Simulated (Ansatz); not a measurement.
System: TiSi₂, space group Cmcm (No. 63), 6 atoms in the primitive cell.

```
Ti Si
1.0
     1.76511   -6.75928    0.00000
     1.76511    6.75928    0.00000
     0.00000    0.00000    3.56517
Ti Si
2 4
Direct
  0.10312 0.89688 0.25000
  0.89688 0.10312 0.75000
  0.75031 0.24969 0.25000
  0.24969 0.75031 0.75000
  0.44175 0.55825 0.25000
  0.55825 0.44175 0.75000
```

Ansatz 0.2.0; PBEsol, Ti d U = 5 eV, Ansatz PAW, no spin polarisation, no spin-orbit coupling, 8×8×8 k mesh in the self-consistent step, 420 eV cutoff, Fermi-Dirac smearing of 0.05 eV.

Predict the main features of the density of states.

It is a metal. The density of states at the Fermi level is about 1.5 per eV and cell (mean within 0.25 eV), or 0.25 per atom. By projected weight, the states within 0.3 eV of the Fermi level are Ti (79 %) and Si (21 %). The tallest peak in the window is at 2.3 eV.

The density of states comes from the program's own step for it, whose mesh and broadening can differ from those of the self-consistent step. The PAW data sets were made with another functional. The cell comes from a database of computed structures, and whether it is the stable form of this composition wasn't checked.

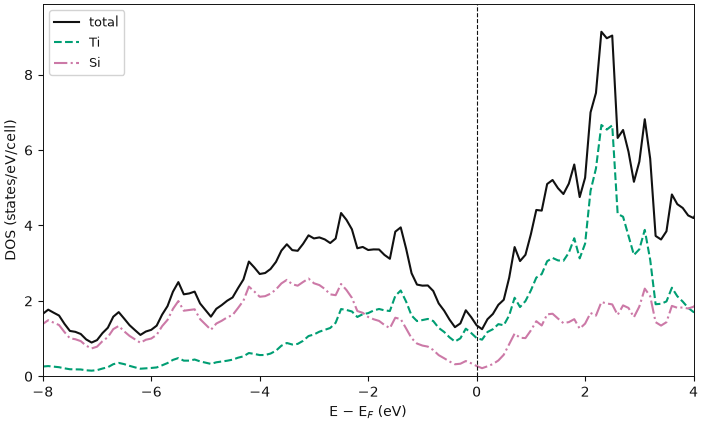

Density of states. Energies are counted from the Fermi level. The partial curves are projected on Löwdin-orthogonalised atomic shells.
